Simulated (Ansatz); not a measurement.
## Si₈HO₁₆ (charge +1): geometry relaxation (part 3 of 3)

The same run, continued: Si₈HO₁₆ (defect cell, 25 atoms in the cell, total charge +1); DFT PBE, scalar-relativistic, plane waves, PAW, PAW set soft_1, no spin polarisation (Ansatz 0.2.0); cutoff 420 eV, 2×2×2 k-mesh, Gaussian smearing of 0.05 eV. The structure derives from an entry of the Crystallography Open Database. It belongs to a series of runs on one base structure; here: end point A relaxed.

**Trajectory as extended XYZ, continued**
```
25
Lattice="-4.1246 -4.1246 0.0000 4.1246 -4.1246 0.0000 0.0000 0.0000 5.2948" Properties=species:S:1:pos:R:3:forces:R:3 step=5 energy=-14213.81976
Si   -0.0045   -4.1854    0.0320    0.2096  -0.2217   0.3377
Si    2.0509   -2.0262    1.3327    0.1017  -0.1016   0.0122
O     1.2080   -2.8329   -0.0099   -0.1325  -0.0191  -0.0984
O     0.8057   -0.7886    1.3249   -0.1499   0.0243   0.0550
O    -1.2703   -5.3737   -0.0056    0.2443   0.2013  -0.0829
O     3.2911   -3.3002    1.3164    0.1265  -0.0661   0.0148
Si    0.0391   -4.1065    2.6402    0.0859  -0.2929  -0.3451
Si    2.1188   -2.0646    3.9507   -0.1311   0.0698   0.0780
O     1.2770   -2.8640    2.6461   -0.0246   0.1160  -0.0160
O     0.7719   -0.8494    3.9757    0.0995  -0.1170   0.1002
O    -1.2379   -5.3404    2.6585   -0.0895  -0.0484   0.0641
O     3.3178   -3.3282    3.9784   -0.1307   0.2505   0.0170
Si    0.0102    0.0523    0.0175   -0.0935  -0.2634  -0.0791
Si   -2.0480   -2.0907    1.3340   -0.0688   0.0950  -0.0304
O    -2.8535   -2.8669   -0.0065   -0.1823  -0.1503  -0.0492
O     0.8374   -4.9466    1.3221   -0.1753   0.1469   0.0165
O    -1.2146   -1.2909   -0.0092    0.1265   0.1326  -0.0510
O    -0.7999   -3.3327    1.3299    0.1175   0.0142   0.0441
Si   -0.0283   -0.0104    2.6408    0.0897   0.1091  -0.0164
Si   -2.1275   -2.0396    3.9538   -0.2159   0.1600   0.0301
O    -2.8796   -2.8932    2.6572    0.1819   0.1242   0.0513
O     0.8030   -4.9086    3.9820    0.0220  -0.1508  -0.0085
O    -1.2750   -1.2526    2.6489   -0.0211  -0.2046  -0.0093
O    -0.7506   -3.2409    3.9952    0.2913   0.8016   0.3947
H    -0.0491   -2.1966    4.5778   -0.2810  -0.6099  -0.4292
25
Lattice="-4.1246 -4.1246 0.0000 4.1246 -4.1246 0.0000 0.0000 0.0000 5.2948" Properties=species:S:1:pos:R:3:forces:R:3 step=6 energy=-14214.10499
Si   -0.0019   -4.1939    0.0461    0.5602  -0.3488   0.8091
Si    2.0488   -2.0243    1.3339    0.2072  -0.2912  -0.0755
O     1.2311   -2.8491   -0.0009   -0.1736  -0.0744  -0.1358
O     0.8147   -0.7860    1.3236   -0.3218   0.0471   0.1291
O    -1.2745   -5.3702   -0.0009    0.5000   0.4430  -0.1923
O     3.2991   -3.2912    1.3208    0.2828  -0.1426   0.0769
Si    0.0458   -4.0963    2.6418    0.1898  -0.7173  -0.8139
Si    2.1248   -2.0631    3.9548   -0.3745   0.0810   0.2542
O     1.2839   -2.8692    2.6505   -0.0780   0.2776   0.0070
O     0.7862   -0.8274    3.9666    0.2039  -0.3436   0.2819
O    -1.2306   -5.3307    2.6632   -0.2017  -0.0529   0.1587
O     3.3246   -3.3278    3.9787   -0.2055   0.4837   0.0036
Si    0.0164    0.0533    0.0151   -0.2679  -0.5531  -0.1022
Si   -2.0418   -2.0822    1.3367   -0.1499   0.1806  -0.0897
O    -2.8465   -2.8579   -0.0035   -0.3338  -0.3075  -0.1110
O     0.8350   -4.9518    1.3321   -0.3513   0.2958   0.0723
O    -1.2433   -1.2706    0.0000    0.2908   0.2658  -0.1321
O    -0.8008   -3.3304    1.3335    0.2181   0.0826   0.0980
Si   -0.0210   -0.0112    2.6450    0.1531   0.3236  -0.0997
Si   -2.1432   -2.0148    3.9605   -0.4412   0.3691   0.1084
O    -2.8775   -2.8827    2.6605    0.3998   0.2135   0.1244
O     0.7925   -4.8926    3.9856   -0.0315  -0.2574  -0.0310
O    -1.2793   -1.2372    2.6566    0.0009  -0.4406   0.0013
O    -0.7379   -3.2190    4.0060    0.4982   1.4748   0.7521
H    -0.1125   -2.3509    4.4774   -0.5737  -1.0090  -1.0933
25
Lattice="-4.1246 -4.1246 0.0000 4.1246 -4.1246 0.0000 0.0000 0.0000 5.2948" Properties=species:S:1:pos:R:3:forces:R:3 step=7 energy=-14214.25234
Si    0.0094   -4.2000    0.0656    0.5641  -0.1437   0.7393
Si    2.0494   -2.0270    1.3355    0.3084  -0.3424  -0.1235
O     1.2540   -2.8651    0.0089   -0.1703  -0.0608  -0.1339
O     0.8174   -0.7869    1.3254   -0.3238   0.0044   0.1535
O    -1.2696   -5.3610    0.0039    0.4699   0.4347  -0.2046
O     3.3117   -3.2878    1.3273    0.2622  -0.0678   0.1316
Si    0.0513   -4.0948    2.6376    0.0230  -0.8248  -0.7545
Si    2.1247   -2.0602    3.9634   -0.4310   0.0718   0.3339
O     1.2864   -2.8723    2.6543   -0.1010   0.3324   0.0667
O     0.7994   -0.8147    3.9666    0.1406  -0.4069   0.3409
O    -1.2309   -5.3245    2.6698   -0.1897   0.0100   0.1579
O     3.3276   -3.3213    3.9798   -0.0885   0.4389  -0.0244
Si    0.0171    0.0469    0.0141   -0.3331  -0.5311  -0.0786
Si   -2.0370   -2.0728    1.3384   -0.1437   0.0389  -0.1032
O    -2.8465   -2.8548   -0.0018   -0.2480  -0.2339  -0.0829
O     0.8296   -4.9543    1.3430   -0.2430   0.1921   0.1330
O    -1.2670   -1.2472    0.0066    0.3498   0.1963  -0.1726
O    -0.7961   -3.3272    1.3378    0.1731   0.2101   0.1012
Si   -0.0121   -0.0096    2.6501    0.1507   0.4819  -0.1255
Si   -2.1603   -1.9887    3.9681   -0.4277   0.2638   0.1688
O    -2.8681   -2.8706    2.6660    0.3561   0.0908   0.1260
O     0.7820   -4.8833    3.9883   -0.1424  -0.1776  -0.0249
O    -1.2819   -1.2292    2.6639    0.1059  -0.3972   0.0088
O    -0.7217   -3.1852    4.0190   -1.9257  -1.9646  -0.8063
H    -0.1769   -2.4858    4.3520    1.8643   2.3844   0.1736
25
Lattice="-4.1246 -4.1246 0.0000 4.1246 -4.1246 0.0000 0.0000 0.0000 5.2948" Properties=species:S:1:pos:R:3:forces:R:3 step=8 energy=-14214.54572
Si    0.0262   -4.1716    0.0729    0.1296   0.0481   0.1713
Si    2.0567   -2.0346    1.3422    0.1247  -0.0957   0.0060
O     1.2642   -2.8676    0.0094   -0.0438  -0.0762   0.1030
O     0.8034   -0.7989    1.3413   -0.1269  -0.0284  -0.0096
O    -1.2562   -5.3438    0.0115    0.0815   0.1359  -0.0589
O     3.3193   -3.2890    1.3417    0.0214   0.0400   0.0170
Si    0.0447   -4.1232    2.6294   -0.1058  -0.3037  -0.2434
Si    2.1228   -2.0582    3.9827   -0.1762   0.0771   0.0444
O     1.2790   -2.8723    2.6661   -0.0229   0.1330   0.0169
O     0.7884   -0.8369    3.9868   -0.0557  -0.2207   0.1259
O    -1.2451   -5.3282    2.6781   -0.0628   0.0530   0.0158
O     3.3295   -3.3090    3.9888    0.0988   0.1070   0.0030
Si   -0.0008    0.0255    0.0248   -0.0784  -0.2387   0.0455
Si   -2.0388   -2.0730    1.3410   -0.0012  -0.1157   0.0841
O    -2.8570   -2.8704    0.0075    0.0044  -0.0265  -0.0245
O     0.8272   -4.9543    1.3475   -0.0711   0.0371   0.0305
O    -1.2732   -1.2436    0.0072    0.0590   0.0902   0.0184
O    -0.7842   -3.3133    1.3456    0.0996   0.0573  -0.0472
Si   -0.0090    0.0008    2.6612    0.0605   0.1713  -0.1122
Si   -2.1699   -1.9929    3.9841   -0.2379   0.1591  -0.0004
O    -2.8588   -2.8734    2.6769    0.0389  -0.0983   0.0007
O     0.7711   -4.8924    3.9912   -0.0510  -0.0826   0.0588
O    -1.2799   -1.2379    2.6747    0.0515  -0.0787  -0.0164
O    -0.7384   -3.1899    4.0046   -0.2771  -0.5306   0.0005
H    -0.1290   -2.4295    4.1662    0.5407   0.7870  -0.2290
25
Lattice="-4.1246 -4.1246 0.0000 4.1246 -4.1246 0.0000 0.0000 0.0000 5.2948" Properties=species:S:1:pos:R:3:forces:R:3 step=9 energy=-14214.63933
Si    0.0375   -4.1432    0.0726   -0.0189   0.0153  -0.0005
Si    2.0624   -2.0367    1.3502    0.0481   0.0184   0.0096
O     1.2914   -2.8848    0.0272    0.0132  -0.0215   0.0118
O     0.7830   -0.8176    1.3496   -0.0039  -0.0262   0.0009
O    -1.2650   -5.3191    0.0126   -0.0093   0.0611   0.0059
O     3.3330   -3.2755    1.3506    0.0455   0.0096  -0.0148
Si    0.0376   -4.1435    2.6279   -0.0164   0.0320  -0.0097
Si    2.1233   -2.0633    3.9980   -0.0119   0.0486  -0.0232
O     1.2905   -2.8834    2.6727    0.0164  -0.0381  -0.0026
O     0.7505   -0.8864    3.9974   -0.0084  -0.0185   0.0073
O    -1.2657   -5.3175    2.6883   -0.0150   0.0400  -0.0117
O     3.3480   -3.2990    3.9963    0.0183   0.0353   0.0258
Si   -0.0133    0.0059    0.0362    0.0179  -0.0274  -0.0057
Si   -2.0411   -2.0836    1.3499   -0.0454  -0.0219   0.0022
O    -2.8460   -2.8978    0.0116    0.0327  -0.0345  -0.0104
O     0.8088   -4.9719    1.3498   -0.0210  -0.0218   0.0110
O    -1.2961   -1.2310    0.0204   -0.0159   0.0234  -0.0007
O    -0.7679   -3.2988    1.3502    0.0197   0.0092  -0.0062
Si   -0.0116    0.0065    2.6635   -0.0062  -0.0532   0.0006
Si   -2.1792   -1.9951    3.9974    0.0392  -0.0282  -0.0068
O    -2.8462   -2.8971    2.6880    0.0430  -0.0404   0.0169
O     0.7562   -4.9083    3.9973   -0.0348  -0.0111   0.0047
O    -1.2950   -1.2318    2.6794   -0.0286   0.0260   0.0029
O    -0.7034   -3.1584    3.9981   -0.1932  -0.2048  -0.0025
H    -0.0995   -2.3460    3.9986    0.1349   0.2287  -0.0042
25
Lattice="-4.1246 -4.1246 0.0000 4.1246 -4.1246 0.0000 0.0000 0.0000 5.2948" Properties=species:S:1:pos:R:3:forces:R:3 step=10 energy=-14214.64623
Si    0.0379   -4.1387    0.0709   -0.0220  -0.0046  -0.0011
Si    2.0667   -2.0364    1.3501    0.0087   0.0122   0.0002
O     1.3042   -2.8953    0.0282    0.0082   0.0133   0.0003
O     0.7732   -0.8305    1.3501    0.0000  -0.0033  -0.0009
O    -1.2757   -5.3065    0.0111    0.0018   0.0001   0.0107
O     3.3462   -3.2661    1.3501    0.0045   0.0003  -0.0008
Si    0.0381   -4.1388    2.6292   -0.0250  -0.0029   0.0005
Si    2.1272   -2.0648    3.9975    0.0075   0.0128  -0.0004
O     1.3041   -2.8952    2.6719    0.0091   0.0118   0.0009
O     0.7336   -0.9090    3.9975    0.0038   0.0195  -0.0003
O    -1.2759   -5.3064    2.6891    0.0047  -0.0002  -0.0111
O     3.3598   -3.2922    3.9974    0.0060   0.0046   0.0006
Si   -0.0148    0.0018    0.0381    0.0178  -0.0003  -0.0168
Si   -2.0466   -2.0865    1.3500   -0.0145   0.0012   0.0007
O    -2.8357   -2.9131    0.0096   -0.0003   0.0002   0.0087
O     0.7951   -4.9832    1.3500   -0.0069   0.0009   0.0005
O    -1.3089   -1.2215    0.0222   -0.0059  -0.0123   0.0032
O    -0.7584   -3.2877    1.3501   -0.0001  -0.0019   0.0002
Si   -0.0148    0.0019    2.6621    0.0172  -0.0021   0.0170
Si   -2.1788   -1.9988    3.9974    0.0109  -0.0213   0.0011
O    -2.8356   -2.9131    2.6905   -0.0017  -0.0003  -0.0088
O     0.7462   -4.9181    3.9975   -0.0220   0.0074  -0.0004
O    -1.3089   -1.2216    2.6779   -0.0050  -0.0114  -0.0032
O    -0.6956   -3.1454    3.9975    0.0224  -0.0094  -0.0005
H    -0.0903   -2.3122    3.9975   -0.0194  -0.0144  -0.0001
25
Lattice="-4.1246 -4.1246 0.0000 4.1246 -4.1246 0.0000 0.0000 0.0000 5.2948" Properties=species:S:1:pos:R:3:forces:R:3 step=11 energy=-14214.64623
Si    0.0379   -4.1387    0.0709   -0.0220  -0.0046  -0.0012
Si    2.0667   -2.0364    1.3501    0.0087   0.0122   0.0002
O     1.3042   -2.8953    0.0282    0.0082   0.0133   0.0003
O     0.7732   -0.8305    1.3501    0.0000  -0.0033  -0.0009
O    -1.2757   -5.3065    0.0111    0.0018   0.0002   0.0107
O     3.3462   -3.2661    1.3501    0.0045   0.0003  -0.0008
Si    0.0381   -4.1388    2.6292   -0.0250  -0.0029   0.0006
Si    2.1272   -2.0648    3.9975    0.0074   0.0128  -0.0004
O     1.3041   -2.8952    2.6719    0.0091   0.0117   0.0009
O     0.7336   -0.9090    3.9975    0.0039   0.0197  -0.0003
O    -1.2759   -5.3064    2.6891    0.0047  -0.0002  -0.0111
O     3.3598   -3.2922    3.9974    0.0061   0.0046   0.0006
Si   -0.0148    0.0018    0.0381    0.0178  -0.0003  -0.0168
Si   -2.0466   -2.0865    1.3500   -0.0145   0.0012   0.0007
O    -2.8357   -2.9131    0.0096   -0.0004   0.0002   0.0088
O     0.7951   -4.9832    1.3500   -0.0070   0.0010   0.0005
O    -1.3089   -1.2215    0.0222   -0.0058  -0.0122   0.0032
O    -0.7584   -3.2877    1.3501    0.0000  -0.0020   0.0002
Si   -0.0148    0.0019    2.6621    0.0171  -0.0021   0.0170
Si   -2.1788   -1.9988    3.9974    0.0109  -0.0213   0.0011
O    -2.8356   -2.9131    2.6905   -0.0018  -0.0004  -0.0088
O     0.7462   -4.9181    3.9975   -0.0220   0.0074  -0.0005
O    -1.3089   -1.2216    2.6779   -0.0049  -0.0113  -0.0032
O    -0.6956   -3.1454    3.9975    0.0222  -0.0096  -0.0006
H    -0.0903   -2.3122    3.9975   -0.0193  -0.0144  -0.0001
```

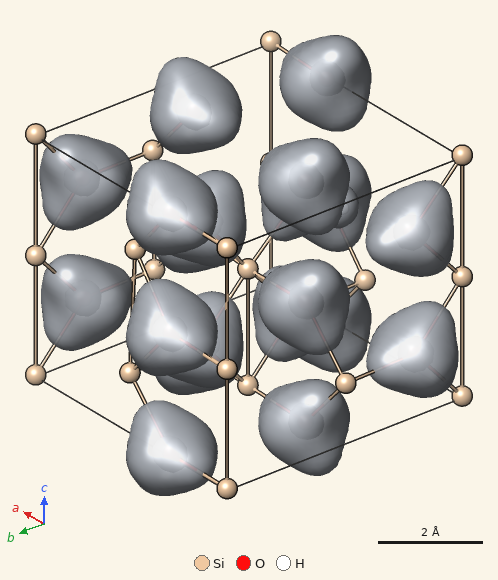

Figure 1. Isosurface of the electron localisation function at 0.65 (grey), seen at an oblique angle. Core shells and regions of very low density are left out. Sticks mark near contacts. The outline is the calculation cell. Values along the shortest contacts: Si–O (1.70 Å): the ELF peaks at about 0.85 between the atoms, which marks a polar covalent bond. Core electrons are frozen (PAW), so the fields are smoothed inside the atomic spheres.

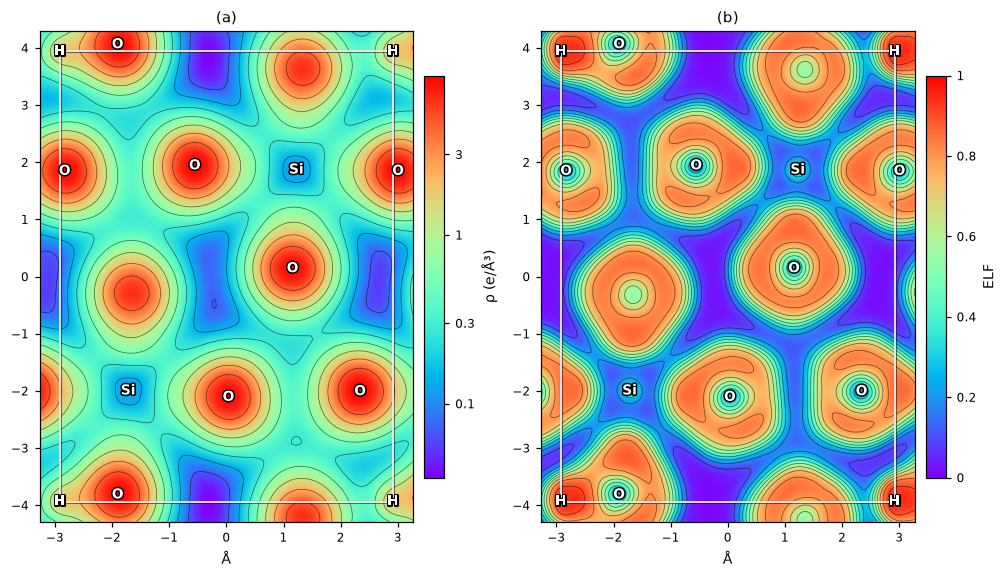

Figure 2. (a) valence pseudo-density; (b) electron localisation function on the (011̄) plane of the calculation cell. Atoms in the plane: Si, O and H. O–H (1.03 Å): ρ at the midpoint is about 3.4 e/Å³; the ELF climbs to about 0.95 towards the hydrogen; a covalent bond by its length. Away from the nuclei the density in this plane falls to 0.04 e/Å³ at its lowest.

**Results in brief**

| quantity | value |
| --- | --- |
| outcome | converged |
| electrons treated | 128 |
| free energy | −14214.6462 eV |
| Fermi energy | 14.167 eV |
| gap on the k-point mesh | 6.25 eV |
| final volume | 180.15 Å³ |
| largest force (length of the vector) at the end | 0.025 eV/Å |
| wall time | 81 s |
| peak memory | 0.43 GiB |

**Remarks**

The cell is charged and computed with a neutralising background, so its energy and pressure depend on the cell and aren't those of a real crystal.
